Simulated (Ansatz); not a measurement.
# In$_{2}$O$_{3}$: single-point calculation (part 2 of 2)

In$_{2}$O$_{3}$ (Ia-3, 40 atoms in the cell); DFT PBE, scalar-relativistic, plane waves, PAW, no spin polarisation (Ansatz 0.2.0); cutoff 420 eV, 4×4×4 k-mesh, Gaussian smearing of 0.1 eV. The structure derives from an entry of the Crystallography Open Database.

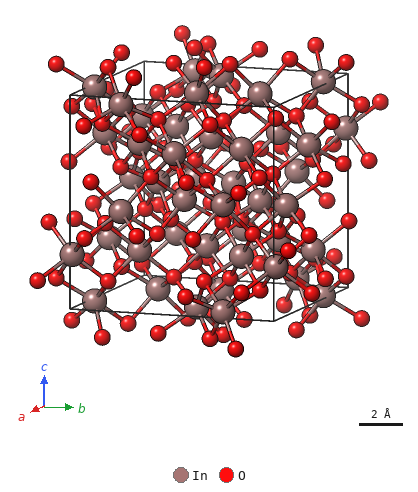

Fig. 1: The input geometry (ball-and-stick view of the cell 2 times as large as that of the calculation, set on its symmetry axes, seen slightly off an axis; bonded neighbours outside the cell are drawn too).

Log, continued:
```
  k-point 0: bands = ["-9.1347", "-8.5001", "-8.5001", "-8.4606", "-8.4606", "-8.4606", "-8.3306", "-8.3306", "-8.3306", "-8.3027", "-8.3027", "-8.3027", "-8.0240", "-8.0240", "-8.0240", "-7.9838", "-7.9838", "-7.9813", "-7.9813", "-7.9813", "-7.8973", "-7.8973", "-7.8973", "-7.5153", "-3.6791", "-3.6791", "-3.6791", "-3.5522", "-3.5408", "-3.5408", "-3.5348", "-3.5348", "-3.5348", "-3.4898", "-3.4898", "-3.4898", "-3.4837", "-3.4837", "-3.4730", "-3.4730",
      "-3.4730", "-3.4417", "-3.4296", "-3.4296", "-3.4296", "-3.4131", "-3.4100", "-3.4100", "-3.4100", "-3.3959", "-3.3959", "-3.3787", "-3.3787", "-3.3787", "-3.3657", "-3.3657", "-3.3657", "-3.3422", "-3.3267", "-3.3267", "-3.3267", "-3.3130", "-3.3130", "-3.2715", "-3.2715", "-3.2715", "-3.2655", "-3.2655", "-3.2655", "-3.2508", "-3.2394", "-3.2394", "-3.1945", "-3.1945", "-3.1945", "-3.1650", "-3.1650", "-3.1650", "-3.1512", "-3.1512",
      "-3.1512", "-3.1155", "-3.1155", "-3.1003", "-3.0061", "-2.9717", "-2.9717", "-2.9717", "-2.9601", "-2.9601", "-2.9601", "-2.9537", "-2.9537", "-2.9354", "-2.9354", "-2.9354", "-2.3923", "-2.3923", "-2.3923", "-2.3249", "-2.3249", "-1.9907", "-1.9907", "-1.9907", "3.3629", "3.3629", "3.4629", "4.1957", "4.1957", "4.2831", "4.2831", "4.2831", "4.2945", "4.2945", "4.2945", "4.3629", "4.3629", "4.3629", "4.3712", "5.0411",
      "5.0411", "5.0411", "5.3580", "5.3580", "5.3580", "5.6901", "5.6901", "5.6901", "5.7460", "5.7460", "5.7460", "5.8524", "5.9461", "6.5186", "6.5186", "6.5443", "6.5443", "6.5443", "6.9023", "6.9023", "6.9023", "6.9736", "6.9736", "6.9736", "6.9931", "6.9931", "6.9931", "7.3385", "7.3385", "7.3385", "7.4394", "7.4596", "7.4596", "7.8053", "7.8053", "7.9739", "7.9739", "7.9739", "8.0285", "8.0285",
      "8.0285", "8.2994", "8.2994", "8.2994", "8.4653", "8.4653", "8.4653", "8.5375", "8.5375", "8.5797", "8.5797", "8.5797", "8.6283", "8.8141", "8.8141", "8.8141", "9.8645", "14.0013", "14.0013", "14.0013", "14.0817", "14.2355", "14.2355", "14.2355", "14.4568", "14.4568", "14.4831", "14.4831", "14.4831", "15.0782", "15.0782", "15.2665", "15.4594", "15.4594", "15.4594", "16.0371", "16.5362", "16.5362", "16.5362", "16.6447",
      "16.6447", "16.6447", "17.4493", "17.4493"]
  k-point 1: bands = ["-9.0648", "-8.6397", "-8.5627", "-8.5306", "-8.4764", "-8.4056", "-8.3786", "-8.3153", "-8.2708", "-8.2602", "-8.2599", "-8.2086", "-8.0697", "-8.0555", "-8.0470", "-8.0234", "-8.0191", "-7.9867", "-7.9641", "-7.9373", "-7.8784", "-7.8688", "-7.8264", "-7.5631", "-3.6628", "-3.6538", "-3.6265", "-3.5716", "-3.5528", "-3.5523", "-3.5395", "-3.5380", "-3.5268", "-3.5142", "-3.5102", "-3.5087", "-3.4986", "-3.4759", "-3.4750", "-3.4680",
      "-3.4622", "-3.4553", "-3.4491", "-3.4444", "-3.4347", "-3.4340", "-3.4180", "-3.4176", "-3.4149", "-3.4140", "-3.4001", "-3.3884", "-3.3881", "-3.3761", "-3.3652", "-3.3574", "-3.3554", "-3.3373", "-3.3287", "-3.3228", "-3.3129", "-3.3093", "-3.2879", "-3.2876", "-3.2739", "-3.2641", "-3.2638", "-3.2523", "-3.2500", "-3.2371", "-3.2338", "-3.2245", "-3.1970", "-3.1876", "-3.1805", "-3.1673", "-3.1556", "-3.1461", "-3.1377", "-3.1340",
      "-3.1288", "-3.1225", "-3.1205", "-3.1071", "-3.0901", "-3.0770", "-3.0609", "-3.0443", "-3.0421", "-2.9821", "-2.9646", "-2.8761", "-2.8710", "-2.8530", "-2.8095", "-2.6752", "-2.4596", "-2.3914", "-2.3716", "-2.3312", "-2.3091", "-2.0671", "-2.0598", "-2.0451", "3.4020", "3.4969", "3.5552", "3.7733", "3.9524", "3.9827", "4.0513", "4.0565", "4.1437", "4.1823", "4.5043", "4.5283", "4.6171", "4.6172", "4.9792", "4.9900",
      "5.0621", "5.0878", "5.3746", "5.3899", "5.4466", "5.5790", "5.6705", "5.7488", "5.7578", "5.8060", "5.9748", "5.9860", "6.1829", "6.1981", "6.3571", "6.4229", "6.4443", "6.5705", "6.6690", "6.7106", "6.7965", "6.8220", "7.0143", "7.0755", "7.1311", "7.1631", "7.1717", "7.2901", "7.3336", "7.4522", "7.4587", "7.4904", "7.6905", "7.7073", "7.7931", "7.8523", "7.8580", "7.8978", "7.9373", "7.9725",
      "8.1003", "8.2087", "8.2514", "8.2734", "8.3780", "8.4189", "8.4742", "8.5110", "8.5417", "8.5759", "8.5929", "8.6199", "8.6809", "8.7643", "8.7971", "8.8045", "10.6250", "13.1876", "13.7705", "13.8197", "13.8391", "13.9136", "14.2450", "14.3957", "14.5013", "14.6097", "14.7442", "14.9262", "14.9766", "15.0442", "15.1023", "15.3031", "15.5484", "15.6015", "15.6724", "15.9093", "16.2055", "16.2309", "16.4723", "16.5172",
      "16.8639", "16.9775", "17.4070", "17.4187"]
  k-point 2: bands = ["-8.8774", "-8.8774", "-8.5859", "-8.5859", "-8.4639", "-8.4639", "-8.2860", "-8.2860", "-8.2529", "-8.2529", "-8.1650", "-8.1650", "-8.1312", "-8.1312", "-8.0669", "-8.0669", "-8.0049", "-8.0049", "-7.9426", "-7.9426", "-7.8478", "-7.8478", "-7.6842", "-7.6842", "-3.6233", "-3.6233", "-3.5911", "-3.5911", "-3.5594", "-3.5594", "-3.5467", "-3.5467", "-3.5349", "-3.5349", "-3.5173", "-3.5173", "-3.4941", "-3.4941", "-3.4928", "-3.4928",
      "-3.4665", "-3.4665", "-3.4453", "-3.4453", "-3.4395", "-3.4395", "-3.4364", "-3.4364", "-3.4076", "-3.4076", "-3.4055", "-3.4055", "-3.3790", "-3.3790", "-3.3695", "-3.3695", "-3.3456", "-3.3456", "-3.3263", "-3.3263", "-3.3022", "-3.3022", "-3.2716", "-3.2716", "-3.2638", "-3.2638", "-3.2457", "-3.2457", "-3.2315", "-3.2315", "-3.2132", "-3.2132", "-3.1828", "-3.1828", "-3.1804", "-3.1804", "-3.1543", "-3.1543", "-3.1464", "-3.1464",
      "-3.1313", "-3.1313", "-3.1275", "-3.1275", "-3.1083", "-3.1083", "-3.0437", "-3.0437", "-3.0284", "-3.0284", "-2.9108", "-2.9108", "-2.8231", "-2.8231", "-2.6283", "-2.6283", "-2.4080", "-2.4080", "-2.3778", "-2.3778", "-2.1993", "-2.1993", "-2.1444", "-2.1444", "3.5118", "3.5118", "3.7837", "3.7837", "3.8148", "3.8148", "3.8817", "3.8817", "3.9727", "3.9727", "4.5952", "4.5952", "4.7122", "4.7122", "5.0044", "5.0044",
      "5.1943", "5.1943", "5.5302", "5.5302", "5.6337", "5.6337", "5.6833", "5.6833", "5.7238", "5.7238", "6.0964", "6.0964", "6.2321", "6.2321", "6.3376", "6.3376", "6.5832", "6.5832", "6.6400", "6.6400", "6.7410", "6.7410", "6.8683", "6.8683", "6.9776", "6.9776", "7.1446", "7.1446", "7.4067", "7.4067", "7.6134", "7.6134", "7.6752", "7.6752", "7.8136", "7.8136", "7.9203", "7.9203", "7.9785", "7.9785",
      "8.1980", "8.1980", "8.2653", "8.2653", "8.3512", "8.3512", "8.4603", "8.4603", "8.5451", "8.5451", "8.6264", "8.6264", "8.6763", "8.6763", "8.7937", "8.7937", "11.9156", "11.9156", "13.6621", "13.6621", "13.7097", "13.7097", "14.4722", "14.4722", "14.5454", "14.5454", "14.9706", "14.9706", "15.1062", "15.1062", "15.3565", "15.3565", "15.6480", "15.6480", "15.9071", "15.9071", "16.1800", "16.1800", "16.3362", "16.3362",
      "16.9034", "16.9034", "17.2986", "17.2986"]
  k-point 7: bands = ["-8.6980", "-8.6980", "-8.6980", "-8.5961", "-8.5961", "-8.5961", "-8.3847", "-8.3591", "-8.3591", "-8.3591", "-8.1003", "-8.1003", "-8.0789", "-8.0789", "-8.0335", "-8.0335", "-8.0335", "-7.8870", "-7.8870", "-7.8870", "-7.8601", "-7.7664", "-7.7664", "-7.7664", "-3.5884", "-3.5884", "-3.5881", "-3.5881", "-3.5881", "-3.5641", "-3.5641", "-3.5641", "-3.5417", "-3.5159", "-3.5159", "-3.5159", "-3.4918", "-3.4918", "-3.4864", "-3.4864",
      "-3.4864", "-3.4654", "-3.4654", "-3.4654", "-3.4455", "-3.4455", "-3.4259", "-3.4259", "-3.4259", "-3.4198", "-3.4198", "-3.4198", "-3.4117", "-3.3710", "-3.3710", "-3.3710", "-3.3329", "-3.3329", "-3.3329", "-3.3251", "-3.2664", "-3.2664", "-3.2664", "-3.2635", "-3.2635", "-3.2635", "-3.2380", "-3.2380", "-3.2380", "-3.2354", "-3.2354", "-3.2354", "-3.1675", "-3.1675", "-3.1675", "-3.1661", "-3.1661", "-3.1570", "-3.1488", "-3.1488",
      "-3.1488", "-3.1428", "-3.1428", "-3.1428", "-3.1307", "-3.1307", "-3.1307", "-3.1012", "-3.1012", "-3.1012", "-2.6493", "-2.6493", "-2.6232", "-2.6232", "-2.5122", "-2.5122", "-2.5122", "-2.4330", "-2.4223", "-2.4223", "-2.4223", "-2.2704", "-2.2704", "-2.2704", "3.3746", "3.3746", "3.3746", "3.5945", "3.5945", "3.5945", "4.2889", "4.2889", "4.2889", "4.3372", "4.9620", "4.9704", "4.9704", "4.9704", "5.0371", "5.0371",
      "5.0371", "5.0890", "5.0890", "5.0890", "5.3458", "5.3458", "5.3458", "5.8111", "5.8111", "5.8111", "5.8111", "5.9497", "6.1923", "6.1923", "6.3303", "6.3303", "6.5587", "6.5587", "6.5587", "6.8538", "6.8538", "6.8538", "6.8816", "6.8816", "7.0607", "7.0607", "7.0607", "7.4875", "7.4875", "7.5549", "7.5549", "7.5549", "7.5636", "7.5636", "7.5636", "7.9304", "7.9758", "7.9758", "8.0458", "8.0458",
      "8.0458", "8.3703", "8.3703", "8.3703", "8.4982", "8.4982", "8.5469", "8.5775", "8.5775", "8.5775", "8.5963", "8.5963", "8.5963", "8.6792", "8.6792", "8.6792", "12.6920", "12.6920", "12.6920", "12.7528", "12.7528", "12.7528", "14.5951", "14.5951", "14.5951", "14.7136", "15.1782", "15.1782", "15.1782", "15.5884", "15.7092", "15.7092", "15.7092", "15.9040", "15.9040", "15.9040", "16.0183", "16.2350", "16.7528", "16.7528",
      "16.7528", "17.6741", "17.6741", "17.6741"]
```

Results in brief:

- outcome: converged
- space group (tolerance 0.01 Å): Ia-3 (206)
- electrons treated: 352
- free energy: −103184.6710 eV
- Fermi energy: 9.350 eV
- gap on the k-point mesh: 1.05 eV
- pressure: 9.54 GPa
- largest force (length of the vector): 1.433 eV/Å
- hardware: 8 threads of Intel Xeon @ 2.70GHz, 189 GiB of memory available, shared host
- wall time: 7.9 s (CPU time 55 s)
- peak memory: 4 GiB

Remarks:

The cell is under a pressure of 9.5 GPa at this level, so it is not at its equilibrium volume.
